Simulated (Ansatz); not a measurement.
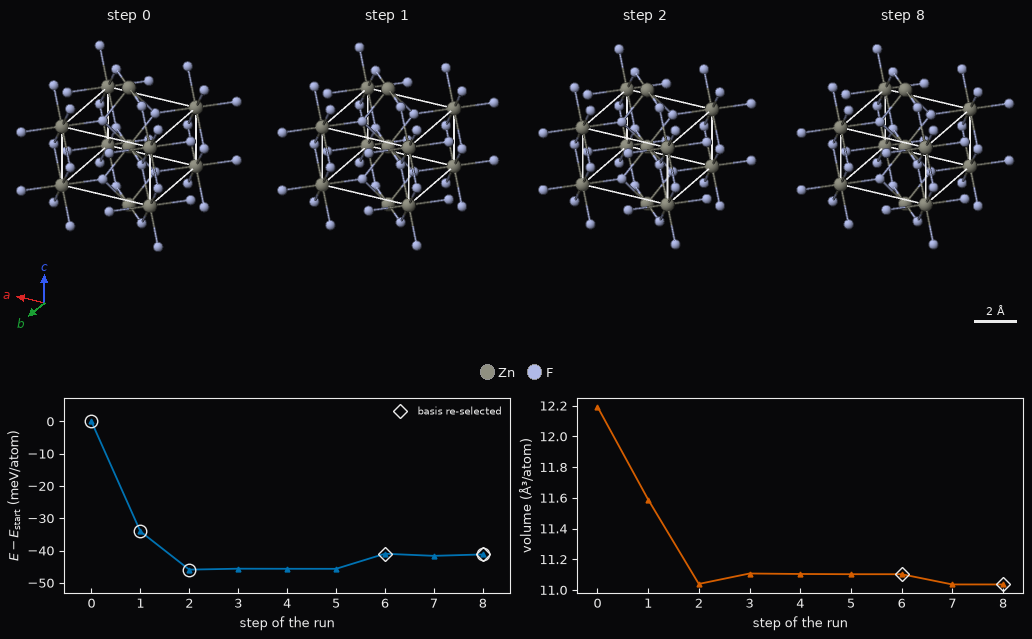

Frames of a relaxation of crystalline ZnF$_{2}$ (built on the measured structure type), marked on the history of the run. Style: ball-and-stick. Shown: the cell of the calculation, from a free direction.

These are results of DFT, LDA, plane waves, PAW (Ansatz 0.2.0), not measurements.

Input
```yaml
crystal:
  lattice:
    - [4.8000350885, 0.0, 0.0]
    - [0.0, 4.8000350885, 0.0]
    - [0.0, 0.0, 3.1754914817]
  atoms:
    - { symbol: Zn, position: [0.0, 0.0, 0.0] }
    - { symbol: Zn, position: [0.5, 0.5, 0.5] }
    - { symbol: F, position: [0.3043835385, 0.3043835385, 0.0] }
    - { symbol: F, position: [0.1956164615, 0.8043835385, 0.5] }
    - { symbol: F, position: [0.6956164615, 0.6956164615, 0.0] }
    - { symbol: F, position: [0.8043835385, 0.1956164615, 0.5] }
kpoints:
  mp_grid: { grid: [6, 6, 8] }
hamiltonian:
  xc: lda
scf:
  occupations: { method: fermi_dirac, width: 0.02 }
relax:
  f_tol: 0.005
  cell: {}
output:
  write_density: true
  write_potential: true
  elf: true
  volumetric_format: npy
```

Run as
```bash
ansatz run input.yaml --threads 2 --pin off --max-ram 29491MiB --backend cpu --events-out ev --progress --plain --runs-dir out
```

Question: Describe the path.

Answer: The largest moves relative to the cell, 0.007 Å, are those of F3, F4, F5 and F6. F3 goes along [−1 −1 0]. Zn stays in place. The volume changes by −9.5 %, with a = b 4.800 → 4.631 Å (−3.5 %), c 3.175 → 3.088 Å (−2.8 %). Near-neighbour distances that change, for instance: Zn1–F3 2.066 → 1.986 Å, Zn1–F4 2.070 → 2.011 Å. The space group stays P4_2/mnm (No. 136). The energy falls by 41.2 meV per atom in 6 accepted moves (8 points after the start). Largest force component: 0.084 eV/Å at the start, 0.0008 eV/Å at the end. The pressure goes from −10.50 to −0.04 GPa. The SCF was repeated twice at an unchanged geometry on a basis and grid sized afresh for the cell, which shifted the energy by 4.7 meV per atom at most. The run took 23 s on 2 threads of AMD EPYC 7R13 Processor (Zen 3) (shared host), peak memory 0.54 GiB. From step 0 to 1: volume −5.0 %, energy −34.0 meV per atom. From step 1 to 2: volume −4.7 %, energy −11.8 meV per atom. From step 2 to 8: energy +4.7 meV per atom.

```json
{"step": "0", "E − E(0), meV/atom": "0.00", "largest force component, eV/Å": "0.0837", "pressure, GPa": "-10.50", "volume, Å³/atom": "12.194", "note": ""}
{"step": "1", "E − E(0), meV/atom": "-34.04", "largest force component, eV/Å": "0.0172", "pressure, GPa": "-5.23", "volume, Å³/atom": "11.590", "note": ""}
{"step": "2", "E − E(0), meV/atom": "-45.88", "largest force component, eV/Å": "0.0257", "pressure, GPa": "0.87", "volume, Å³/atom": "11.040", "note": ""}
{"step": "3", "E − E(0), meV/atom": "-45.60", "largest force component, eV/Å": "0.0019", "pressure, GPa": "-0.03", "volume, Å³/atom": "11.108", "note": ""}
{"step": "4", "E − E(0), meV/atom": "-45.62", "largest force component, eV/Å": "0.0005", "pressure, GPa": "0.00", "volume, Å³/atom": "11.105", "note": ""}
{"step": "5", "E − E(0), meV/atom": "-45.64", "largest force component, eV/Å": "0.0000", "pressure, GPa": "0.00", "volume, Å³/atom": "11.103", "note": ""}
{"step": "6", "E − E(0), meV/atom": "-40.96", "largest force component, eV/Å": "0.0010", "pressure, GPa": "-0.79", "volume, Å³/atom": "11.103", "note": "same geometry, new basis"}
{"step": "7", "E − E(0), meV/atom": "-41.61", "largest force component, eV/Å": "0.0007", "pressure, GPa": "0.01", "volume, Å³/atom": "11.037", "note": ""}
{"step": "8", "E − E(0), meV/atom": "-41.18", "largest force component, eV/Å": "0.0008", "pressure, GPa": "-0.04", "volume, Å³/atom": "11.037", "note": "same geometry, new basis"}
```
